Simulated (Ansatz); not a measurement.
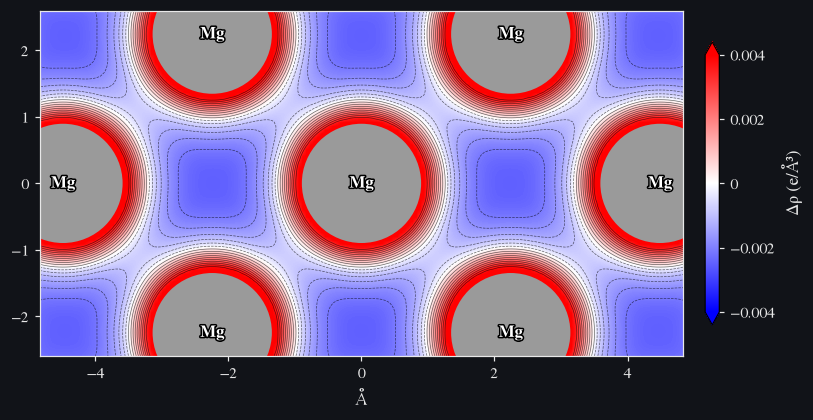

Mg: difference of two self-consistent densities at the same geometry, ρ(LDA) − ρ(PBE), on the (100) plane of the conventional cell. Grey discs cover the cores, where the PAW densities can't be compared. Cores are masked to 0.9 Å (Mg).

Space group Fm-3m. This isn't the usual form at ambient conditions. The cell comes from a database of computed structures, not from a measurement.

Both runs: Ansatz, scalar-relativistic, plane waves and PAW, same cutoff, k-points and PAW files (made with PBE).

> What differs between the two levels of theory?

Against PBE, and outside the masked cores, the largest gain lies at the edge of the masked core of Mg, and the largest loss, 0.002 e/Å³, lies 2.2 Å from a magnesium nucleus.
At this volume the pressure is 1 GPa with PBE and −1 GPa with LDA.
